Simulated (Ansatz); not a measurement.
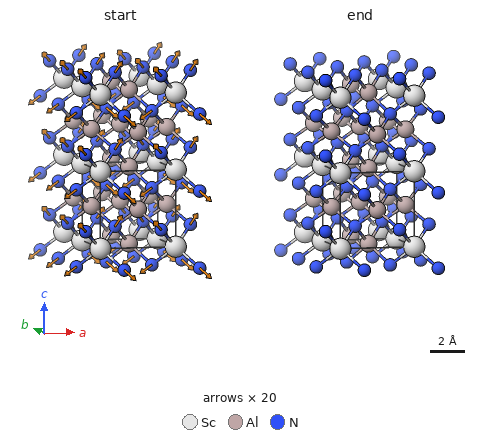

The structure of solid ScAl3N4 (a generated structure, set up in P-43m) (coarse preliminary run) before (left) and after (right) a relaxation, at one scale. The orange arrows give the displacements (the part carried along by the change of the cell is left out), 20 times their true length.

Style: ball-and-stick. Shown: the cell of the calculation, repeated 1 × 2 × 2 with one cell outlined, from a free direction.

Level of theory: DFT PBE, scalar-relativistic, plane waves, PAW (Ansatz 0.2.0). Set-up: plane-wave cutoff 420 eV; k-point mesh 4 × 4 × 4; occupations gaussian; smearing width 0.1 eV; no spin polarisation; cell and atoms relaxed; force threshold 0.05 eV/Å; at most 80 steps.

Q: Summarise the run.

A: The largest moves relative to the cell, 0.054 Å, are those of N atoms. Sc and Al stay in place. The drawn cell changes as follows: a = b = c 4.621 → 4.530 Å (−2.0 %); the volume changes by −5.8 %. Near-neighbour distances that change, for instance: Al–N 1.986 → 1.931 Å, N–Sc 2.048 → 2.061 Å. Among the angles between lasting bonds that change: N–Al–N 106.9° → 103.9°. The space group stays P-43m (No. 215). The energy falls by 0.294 eV per cell of the calculation in 3 accepted moves (4 points after the start). The largest force component goes from 0.68 to 0.0028 eV/Å. Pressure: −8.49 GPa at the start and −0.11 GPa at the end. The SCF was repeated once at an unchanged geometry on a basis and grid sized afresh for the cell, which shifted the energy by 11.5 meV per cell of the calculation at most. The run took 7.8 s on 2 threads of Arm Neoverse V1 (shared host), peak memory 0.34 GiB.
